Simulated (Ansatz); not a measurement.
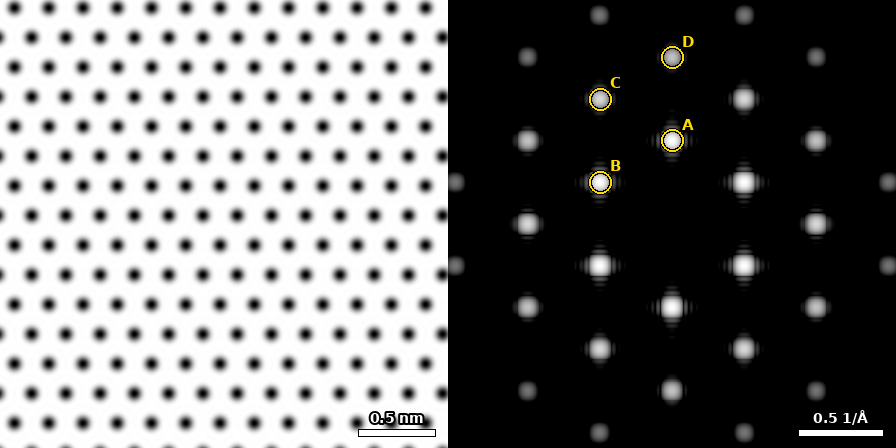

HRTEM-like image of Hg (R-3m, No. 166) along [001]. Simulated in the weak-phase-object approximation with neutral-atom potentials: 200 kV, Cs = 10 µm, defocus −60 Å (negative is underfocus), defocus spread 12 Å, aperture 1.35 1/Å. Structure: coordinates from a relaxation at fixed volume with DFT r2SCAN, scalar-relativistic, plane waves, PAW in Ansatz.

The right panel is the modulus of the image's Fourier transform on a logarithmic scale.

a = 3.973 Å, b = 3.973 Å, c = 5.926 Å, α = 90.00°, β = 90.00°, γ = 120.00°

Index the marked spots and give their plane spacings (the zone axis points at the viewer; indices equivalent by symmetry, or all signs reversed, are as good).

Answer. A: (2 -1 0), d = 1.99 Å; B: (110), d = 1.99 Å; C: (300), d = 1.15 Å; D: (4 -2 0), d = 0.99 Å. A and B enclose 60°, and every spot obeys the zone law hu + kv + lw = 0 for [001].
